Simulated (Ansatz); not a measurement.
Geometry relaxation of C48NO (part 4 of 5)

C48NO (slab, 50 atoms in the cell); DFT PBE+D3(BJ), scalar-relativistic, plane waves, PAW, spin-polarised (Ansatz 0.2.0); cutoff 420 eV, 3×2×1 k-mesh, Gaussian smearing of 0.05 eV, collinear spins. The structure derives from an entry of the Crystallography Open Database. The input holds or restrains some coordinates. Forces given for the steps count only the free coordinates. It belongs to a series of runs on one base structure; here: 1 NO a cell, upright, over a hollow C-C-C site.

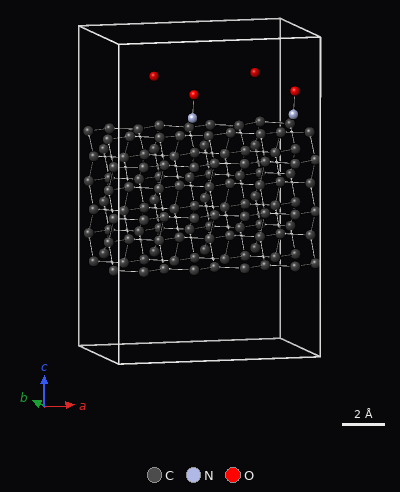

**Figure 1.** The geometry at step 11 of the log (ball-and-stick view of the 2 × 1 repeat of the cell, with the vacuum cut short, seen slightly off an axis).

### Output, continued
```
Levels:          The Fermi level and band energies are counted from a zero that moves with the ramp; work functions are not
--- Per-component energies (eV) ---
  E_band       = -1792.963691
  E_kinetic    = 4674.405471
  E_local      = -207641.264551  (includes V_loc(G=0)·N_el)
  E_nonlocal   = 1379.421406
  E_hartree    = 101603.021431
  E_xc         = -2446.975065
  E_vxc        = -3038.587675  (∫ρ·V_xc dr)
  E_paw        = -5043.393278  (= ΣΔE_a)
  E_vpaw       = -369.176478  (= ΣTr[D̂ρ^β])
  E_aug_tail   = 0.002875  (compensation charges beyond the density's cutoff)
  E_efield     = 0.000770  (sawtooth field / dipole correction)
  E_vefield    = -3.775527  (∫n·V_field dr)
  E_ewald      = 94512.833241
  E_disp       = -7.740327  (pairwise vdW)
  E_smearing   = -0.000000  (= −TS)
  E_closure    = -0.000000  (closes the sum)
  Σ components = -12969.688027   (vs F -12969.688027, Δ=0.00e0)
--- Forces (eV/Å), atoms counted from 1 ---
  atom   1  C      0.00000000     4.01078933     0.95708122
  atom   2  C      0.00000000     4.02181153     0.95268577
  atom   3  C      0.00000000     4.00654740     0.97788660
  atom   4  C      0.00000000     4.03140594     0.93722143
  atom   5  C      0.00377050    -4.01674969     0.96465286
  atom   6  C      0.00647405    -4.02552376     0.93399219
  atom   7  C     -0.00377050    -4.01674969     0.96465286
  atom   8  C     -0.00647405    -4.02552376     0.93399219
  atom   9  C      0.00570544     0.98213431    -0.97181751
  atom  10  C     -0.00085785     0.89492764    -1.03976693
  atom  11  C     -0.00570544     0.98213431    -0.97181751
  atom  12  C      0.00085785     0.89492764    -1.03976693
  atom  13  C      0.00000000    -0.87254757    -1.06669181
  atom  14  C      0.00000000    -0.95131928    -1.02733170
  atom  15  C      0.00000000    -0.94733692    -1.03249533
  atom  16  C      0.00000000    -0.98051975    -0.94863422
  atom  17  C      0.00000000     0.23535122    -0.17452644
  atom  18  C      0.00000000     0.51617704     0.05593952
  atom  19  C      0.00000000     0.36754646     0.18295627
  atom  20  C      0.00000000     0.50758508     0.20431892
  atom  21  C      0.05510694    -0.30605305    -0.03067197
  atom  22  C      0.08249730    -0.49947813     0.13734342
  atom  23  C     -0.05510694    -0.30605305    -0.03067197
  atom  24  C     -0.08249730    -0.49947813     0.13734342
  atom  25  C      0.00658214    -0.00229413    -0.00026975
  atom  26  C     -0.00346197     0.00136054     0.00154909
  atom  27  C     -0.00658214    -0.00229413    -0.00026975
  atom  28  C      0.00346197     0.00136054     0.00154909
  atom  29  C      0.00000000     0.00325204     0.00510570
  atom  30  C      0.00000000     0.00429021    -0.00564405
  atom  31  C      0.00000000     0.00778194    -0.00492551
  atom  32  C      0.00000000    -0.00430031    -0.00720248
  atom  33  C      0.00000000    -0.00599437     0.00199470
  atom  34  C      0.00000000     0.00522344     0.00174923
  atom  35  C      0.00000000     0.00927793     0.00623082
  atom  36  C      0.00000000    -0.00490879    -0.00194472
  atom  37  C      0.00186899     0.00525467    -0.00776953
  atom  38  C     -0.01129619    -0.00507540     0.00629415
  atom  39  C     -0.00186899     0.00525467    -0.00776953
  atom  40  C      0.01129619    -0.00507540     0.00629415
  atom  41  C      0.00340802    -0.00871780    -0.00256425
  atom  42  C     -0.01826239    -0.00925941    -0.00768406
  atom  43  C     -0.00340802    -0.00871780    -0.00256425
  atom  44  C      0.01826239    -0.00925941    -0.00768406
  atom  45  C      0.00000000     0.00644060    -0.00261474
  atom  46  C      0.00000000    -0.00909296     0.01699023
  atom  47  C      0.00000000     0.00637924    -0.00690795
  atom  48  C      0.00000000    -0.01202952    -0.00798513
  atom  49  N      0.00000000     0.03094872     0.01870283
  atom  50  O      0.00000000    -0.00382229     0.00144411
  max |Σ_I F_I| component: 2.13e-5 eV/Å
--- Band table (eV; the first three rows and the last of 8) ---
  k-point 0 ↑: bands = ["-24.3679", "-21.4758", "-20.1238", "-19.2603", "-19.1345", "-18.0557", "-17.9786", "-17.8083", "-17.0307", "-16.9988", "-16.3256", "-16.0009", "-15.8089", "-15.7323", "-15.6552", "-15.6425", "-15.4408", "-14.5565", "-14.4501", "-13.9391", "-13.6970", "-13.4937", "-13.4452", "-13.3813", "-12.9679", "-12.9096", "-12.7035", "-12.6553", "-12.4617", "-12.3967", "-12.3301", "-12.0486", "-11.5861", "-11.3948", "-11.3683", "-11.2564", "-11.2200", "-10.8607", "-9.4604", "-9.4246", "-9.4077", "-9.0557", "-8.9550", "-8.8812", "-8.8794", "-8.7436", "-8.4738", "-7.9923", "-7.9686", "-7.7693", "-7.7239", "-7.6119", "-7.5160", "-7.2635", "-7.1537", "-7.1132", "-6.7152", "-6.6474", "-6.6343", "-6.5326", "-6.4946", "-6.2944", "-6.2204", "-5.9392", "-5.8691", "-5.8478", "-5.5853", "-5.5199", "-5.4802", "-5.2602", "-5.1400", "-5.1250", "-4.9226", "-4.6786", "-4.5740", "-4.5014", "-4.3063", "-4.0460", "-3.9610", "-3.8922", "-3.7388", "-3.7220", "-3.6997", "-3.6446", "-3.5796", "-3.4056", "-3.3575", "-3.2714", "-3.0737", "-2.5191", "-2.4555", "-1.3477", "-1.2681", "-1.1221", "-0.7704", "-0.7411", "-0.6836", "-0.6547", "-0.5067", "-0.4856", "-0.2963", "0.2703", "0.8349", "0.8568", "0.8840", "1.2625", "1.4425", "2.0812", "2.1749", "2.8832", "4.8144", "5.2058", "5.2550", "5.3485", "5.3980", "5.4760", "5.5690", "5.6122", "5.6680", "5.8970", "5.9391", "6.2377", "6.3255", "6.5153", "6.7721", "7.2537", "7.2765", "7.3425", "7.4213", "7.4516", "7.5745", "7.6158", "7.6232", "7.8889", "8.0432", "8.1456", "8.1754", "8.2108", "8.3975", "8.4161", "8.4520", "8.6415", "8.7785", "8.8234", "8.8504", "8.9154", "8.9604", "8.9696", "8.9757", "9.0512", "9.1033", "9.1110"]
  k-point 1 ↑: bands = ["-24.3677", "-20.9612", "-20.8417", "-19.6256", "-19.4894", "-17.5941", "-17.4431", "-16.6594", "-16.5749", "-16.4939", "-16.4540", "-16.4266", "-16.4037", "-15.6092", "-15.4739", "-15.4244", "-15.2830", "-15.1885", "-15.1788", "-15.1028", "-15.0642", "-13.7940", "-13.3364", "-13.2607", "-13.2543", "-12.5986", "-11.7611", "-11.6889", "-11.6797", "-11.6536", "-11.6454", "-11.5013", "-11.3486", "-11.3011", "-11.2589", "-11.2202", "-11.1494", "-10.7450", "-10.7402", "-10.7248", "-10.5926", "-10.5118", "-9.0936", "-9.0584", "-9.0097", "-8.8736", "-7.8450", "-7.7972", "-7.7164", "-7.5132", "-7.5097", "-7.0723", "-7.0716", "-7.0577", "-6.9831", "-6.9656", "-6.7149", "-6.5353", "-6.4729", "-6.4206", "-6.1456", "-5.9689", "-5.8527", "-5.7357", "-5.6831", "-5.5861", "-5.5614", "-5.3342", "-5.3162", "-5.2981", "-5.2690", "-5.2482", "-5.1876", "-5.0430", "-5.0268", "-4.9506", "-4.8932", "-4.4945", "-4.4550", "-4.4262", "-4.2782", "-3.8230", "-3.8145", "-3.7478", "-3.4115", "-2.7909", "-2.7703", "-2.7282", "-2.6712", "-2.2757", "-2.2610", "-1.6554", "-1.6506", "-1.0377", "-0.9354", "-0.8574", "-0.6738", "-0.5543", "-0.5096", "-0.4728", "-0.2308", "0.1696", "0.9002", "1.0838", "1.0878", "1.4081", "1.4376", "1.6536", "2.0640", "2.2753", "4.8624", "4.9673", "5.7454", "5.9430", "6.0196", "6.1410", "6.1987", "6.2257", "6.2491", "6.2819", "6.3687", "6.3900", "6.4588", "6.5195", "6.5876", "6.6939", "6.7149", "6.8195", "7.0441", "7.1145", "7.1393", "7.4211", "7.5023", "7.5750", "7.6466", "7.6583", "7.6665", "7.7355", "7.8801", "8.1189", "8.1591", "8.1736", "8.2735", "8.3974", "8.4125", "8.4788", "8.5374", "8.6601", "8.7112", "8.7988", "8.9280", "9.1186"]
  k-point 2 ↑: bands = ["-24.3663", "-20.9660", "-19.6324", "-19.4405", "-18.7679", "-18.6440", "-18.1408", "-17.5720", "-17.4987", "-17.3712", "-17.2940", "-17.1902", "-16.1675", "-16.0824", "-15.9354", "-15.8416", "-15.4631", "-15.0028", "-14.5340", "-14.1275", "-14.0353", "-13.6731", "-13.0586", "-12.8380", "-12.6090", "-12.4787", "-12.3419", "-11.6188", "-11.5672", "-11.3500", "-11.1664", "-11.1330", "-11.1044", "-10.9634", "-10.7349", "-10.6727", "-10.3812", "-10.1026", "-9.6774", "-9.4519", "-9.3112", "-8.8044", "-8.6502", "-8.5035", "-8.4740", "-8.4371", "-8.3937", "-8.1602", "-8.0814", "-7.9787", "-7.6911", "-7.4523", "-7.4298", "-7.3730", "-7.2250", "-7.2209", "-7.0714", "-7.0262", "-6.8456", "-6.6521", "-6.5272", "-6.3144", "-6.2842", "-6.1889", "-6.1101", "-6.0220", "-5.9893", "-5.7773", "-5.6496", "-5.6142", "-5.4863", "-5.4035", "-5.3836", "-5.2436", "-5.0935", "-5.0579", "-4.9574", "-4.8307", "-4.6971", "-4.3015", "-4.2677", "-4.1546", "-3.7922", "-3.7342", "-3.5944", "-3.4962", "-3.4724", "-3.3932", "-3.3170", "-3.2465", "-3.1524", "-3.0627", "-2.5787", "-1.6628", "-1.4619", "-1.2438", "-1.0066", "-0.6064", "-0.5184", "-0.4875", "-0.4041", "0.2293", "1.0299", "1.1508", "1.2342", "1.6582", "1.9200", "2.1297", "2.3459", "2.9023", "4.7723", "5.0764", "5.2564", "5.8276", "5.8985", "6.1753", "6.5070", "6.9340", "7.0520", "7.1165", "7.2126", "7.2762", "7.3708", "7.5523", "7.6277", "7.6740", "7.7527", "7.8858", "7.8944", "7.9296", "7.9787", "8.2126", "8.2910", "8.3457", "8.3759", "8.4206", "8.4683", "8.5385", "8.5867", "8.6238", "8.7026", "8.8026", "8.8943", "8.9465", "8.9786", "8.9884", "9.0323", "9.0805", "9.1056", "9.1573", "9.2704", "9.3708"]
  k-point 3 ↓: bands = ["-24.1831", "-20.4465", "-20.3237", "-19.1466", "-18.9692", "-18.9182", "-18.8157", "-17.6704", "-17.4818", "-17.1018", "-16.9041", "-15.9915", "-15.9771", "-15.7027", "-15.4756", "-15.1227", "-14.9772", "-14.9140", "-14.8864", "-14.6691", "-14.5989", "-13.9564", "-13.8140", "-13.4575", "-13.3079", "-12.7340", "-12.3240", "-12.2813", "-11.4622", "-11.3858", "-11.2942", "-11.1114", "-10.8022", "-10.7860", "-10.7600", "-10.4348", "-9.5300", "-9.4786", "-9.4024", "-9.1935", "-8.7624", "-8.7529", "-8.6433", "-8.6086", "-8.5884", "-8.5770", "-8.2255", "-8.1115", "-7.8936", "-7.8275", "-7.8050", "-7.7104", "-7.5278", "-7.4463", "-7.1886", "-7.0732", "-6.8744", "-6.7665", "-6.7027", "-6.5244", "-6.4678", "-6.2346", "-6.0593", "-5.9437", "-5.7943", "-5.6663", "-5.6560", "-5.6399", "-5.5912", "-5.5824", "-5.5155", "-5.1200", "-5.1097", "-5.0132", "-4.9325", "-4.9142", "-4.8922", "-4.7654", "-4.7300", "-4.7010", "-4.6383", "-4.5728", "-4.4902", "-4.0610", "-3.9936", "-3.9572", "-3.8457", "-3.6168", "-3.6092", "-3.3937", "-3.2031", "-2.5896", "-2.5751", "-1.1472", "-1.0274", "-0.9738", "-0.8544", "-0.6712", "-0.6419", "-0.5692", "-0.1351", "0.8078", "1.3426", "1.4038", "1.5756", "1.6198", "1.6432", "1.9604", "2.5698", "2.8867", "5.9611", "6.0907", "6.1571", "6.1603", "6.2962", "6.4227", "6.5422", "6.6379", "6.7514", "6.8308", "6.8534", "6.8852", "6.8988", "6.9373", "7.0775", "7.3860", "7.4598", "7.7004", "7.7297", "7.7478", "7.7703", "7.7989", "7.9136", "8.0870", "8.1079", "8.1388", "8.2622", "8.4134", "8.4245", "8.4931", "8.5559", "8.5629", "8.5976", "8.8209", "8.8980", "8.9776", "9.0011", "9.0725", "9.2015", "9.3006", "9.3207", "9.3501"]
--- Relaxed structure (11 steps of the walk, 11 accepted, 0 SCFs on fresh bases) ---
  F+E_penalty+E_count = -12969.68802724 eV   max|allowed force component| = 3.095e-2 eV/Å
  atoms:
    - { symbol: C, position: [0.25, 0.5, 0.31436964] }
    - { symbol: C, position: [0.25, 0.0, 0.31436964] }
    - { symbol: C, position: [0.7500000000000001, 0.5, 0.31436964] }
    - { symbol: C, position: [0.7500000000000001, 0.0, 0.31436964] }
    - { symbol: C, position: [0.5, 0.625, 0.31436964] }
    - { symbol: C, position: [0.5, 0.125, 0.31436964] }
    - { symbol: C, position: [0.0, 0.625, 0.31436964] }
    - { symbol: C, position: [0.0, 0.125, 0.31436964] }
    - { symbol: C, position: [0.5, 0.75, 0.3637865825] }
    - { symbol: C, position: [0.5, 0.25, 0.3637865825] }
    - { symbol: C, position: [0.0, 0.75, 0.3637865825] }
    - { symbol: C, position: [0.0, 0.25, 0.3637865825] }
    - { symbol: C, position: [0.7500000000000001, 0.875, 0.3637865825] }
    - { symbol: C, position: [0.7500000000000001, 0.375, 0.3637865825] }
    - { symbol: C, position: [0.25, 0.875, 0.3637865825] }
    - { symbol: C, position: [0.25, 0.375, 0.3637865825] }
    - { symbol: C, position: [0.7500000000000001, 0.0, 0.4132035249] }
    - { symbol: C, position: [0.7500000000000001, 0.5, 0.4132035249] }
    - { symbol: C, position: [0.25, 0.0, 0.4132035249] }
    - { symbol: C, position: [0.25, 0.5, 0.4132035249] }
    - { symbol: C, position: [0.0, 0.125, 0.4132035249] }
    - { symbol: C, position: [0.0, 0.625, 0.4132035249] }
    - { symbol: C, position: [0.5, 0.125, 0.4132035249] }
    - { symbol: C, position: [0.5, 0.625, 0.4132035249] }
    - { symbol: C, position: [0.00025561674902520136, 0.2517054641250216, 0.4622967942536871] }
    - { symbol: C, position: [0.0009473463771081772, 0.7492257921923489, 0.4627277135376564] }
    - { symbol: C, position: [0.4997443832509748, 0.2517054641250216, 0.4622967942536871] }
    - { symbol: C, position: [0.49905265362289186, 0.7492257921923489, 0.4627277135376564] }
    - { symbol: C, position: [0.25, 0.3757535949083183, 0.4628727845358011] }
    - { symbol: C, position: [0.25, 0.8738726671205661, 0.4627651888560881] }
    - { symbol: C, position: [0.7500000000000001, 0.3754863343712939, 0.4623704607267] }
    - { symbol: C, position: [0.7500000000000001, 0.8732902155566469, 0.46215034117988235] }
    - { symbol: C, position: [0.25, 0.4987608880386677, 0.5148306996232994] }
    - { symbol: C, position: [0.25, 0.006726927734527701, 0.5129899857941369] }
    - { symbol: C, position: [0.7500000000000001, 0.5017334969804532, 0.5135315702310045] }
    - { symbol: C, position: [0.7500000000000001, 0.0022603381906635476, 0.509915440070796] }
    - { symbol: C, position: [0.5012070502967539, 0.6217048701863489, 0.5144049930074771] }
    - { symbol: C, position: [0.500992537535541, 0.12406158425535711, 0.5114761872292117] }
    - { symbol: C, position: [-0.0012070502967539882, 0.6217048701863489, 0.5144049930074771] }
    - { symbol: C, position: [-0.0009925375355409464, 0.12406158425535711, 0.5114761872292117] }
    - { symbol: C, position: [0.49768218218519206, 0.7668003788247579, 0.557346302547129] }
    - { symbol: C, position: [0.5071888090274945, 0.2531173482933091, 0.5594283603183274] }
    - { symbol: C, position: [0.002317817814808039, 0.7668003788247579, 0.557346302547129] }
    - { symbol: C, position: [-0.00718880902749442, 0.2531173482933091, 0.5594283603183274] }
    - { symbol: C, position: [0.7500000000000001, 0.8812475260373567, 0.559192198473535] }
    - { symbol: C, position: [0.7500000000000001, 0.3618446660748385, 0.5571103701518303] }
    - { symbol: C, position: [0.25, 0.8633983737022105, 0.5573893547992758] }
    - { symbol: C, position: [0.25, 0.3534024691357042, 0.5601418782497349] }
    - { symbol: N, position: [0.7500000000000001, 0.04576211981012318, 0.6019293584956336] }
    - { symbol: O, position: [0.7500000000000001, 0.00815377206239472, 0.6478239387786019] }
--- Löwdin populations: 50 sites ---
  site symbol       q [e]    m [muB]
     0      C      3.9844    -0.6991
     1      C      3.9837    -0.7044
     2      C      3.9827    -0.7013
     3      C      3.9831    -0.7051
     4      C      3.9827     0.7049
     5      C      3.9834     0.7063
     6      C      3.9827     0.7049
     7      C      3.9834     0.7063
     8      C      3.9654    -0.0743
     9      C      3.9650    -0.0730
    10      C      3.9654    -0.0743
    11      C      3.9650    -0.0730
    12      C      3.9651     0.0745
    13      C      3.9653     0.0756
    14      C      3.9656     0.0747
    15      C      3.9654     0.0753
    16      C      3.9850    -0.0373
    17      C      3.9840    -0.0303
    18      C      3.9829    -0.0307
    19      C      3.9848    -0.0290
    20      C      3.9854     0.0381
    21      C      3.9841     0.0315
    22      C      3.9854     0.0381
    23      C      3.9841     0.0315
    24      C      3.9850    -0.0128
    25      C      3.9868    -0.0341
    26      C      3.9850    -0.0128
    27      C      3.9868    -0.0341
    28      C      3.9882     0.0362
    29      C      3.9892     0.0314
    30      C      3.9855     0.0403
    31      C      3.9831     0.0187
    32      C      3.9597    -0.0417
    33      C      3.9643    -0.0365
    34      C      3.9694    -0.0332
    35      C      3.9668    -0.0592
    36      C      3.9630     0.0529
    37      C      3.9664     0.0771
    38      C      3.9630     0.0529
    39      C      3.9664     0.0771
    40      C      3.9751    -0.5456
    41      C      3.9953    -0.0960
    42      C      3.9751    -0.5456
    43      C      3.9953    -0.0960
    44      C      3.8955     0.0652
    45      C      3.9490     0.6069
    46      C      4.0091     0.3688
    47      C      3.9865     0.7244
    48      N      4.7864     0.1643
    49      O      6.1527     0.1899
  spilling = 0.005949 (of n_electrons = 203.000000)
```

### File populations.tsv
```
# site	symbol	l	j	q_up	q_dn
# orbitals = lowdin
# n_electrons = 203.000000
# spilling = 0.005949
0	C	0_2S	-	0.479946	0.573211
0	C	1_2P	-	1.162672	1.768544
1	C	0_2S	-	0.478803	0.573351
1	C	1_2P	-	1.160864	1.770676
2	C	0_2S	-	0.479570	0.573220
2	C	1_2P	-	1.161139	1.768762
3	C	0_2S	-	0.478903	0.573424
3	C	1_2P	-	1.160130	1.770676
4	C	0_2S	-	0.573531	0.479189
4	C	1_2P	-	1.770273	1.159711
5	C	0_2S	-	0.573582	0.478883
5	C	1_2P	-	1.771270	1.159636
6	C	0_2S	-	0.573531	0.479189
6	C	1_2P	-	1.770273	1.159711
7	C	0_2S	-	0.573582	0.478883
7	C	1_2P	-	1.771270	1.159636
8	C	0_2S	-	0.468619	0.482389
8	C	1_2P	-	1.476911	1.537450
9	C	0_2S	-	0.468644	0.482215
9	C	1_2P	-	1.477351	1.536756
10	C	0_2S	-	0.468619	0.482389
10	C	1_2P	-	1.476911	1.537450
11	C	0_2S	-	0.468644	0.482215
11	C	1_2P	-	1.477351	1.536756
12	C	0_2S	-	0.482191	0.468602
12	C	1_2P	-	1.537607	1.476657
13	C	0_2S	-	0.482418	0.468551
13	C	1_2P	-	1.538030	1.476290
14	C	0_2S	-	0.482450	0.468624
14	C	1_2P	-	1.537691	1.476794
15	C	0_2S	-	0.482307	0.468349
15	C	1_2P	-	1.538044	1.476678
16	C	0_2S	-	0.471060	0.477328
16	C	1_2P	-	1.502790	1.533773
17	C	0_2S	-	0.471221	0.476101
17	C	1_2P	-	1.505631	1.531039
18	C	0_2S	-	0.472631	0.477897
18	C	1_2P	-	1.503457	1.528924
19	C	0_2S	-	0.472648	0.477122
19	C	1_2P	-	1.505232	1.529772
20	C	0_2S	-	0.477723	0.471416
20	C	1_2P	-	1.534044	1.502259
21	C	0_2S	-	0.477022	0.471838
21	C	1_2P	-	1.530779	1.504468
22	C	0_2S	-	0.477723	0.471416
```
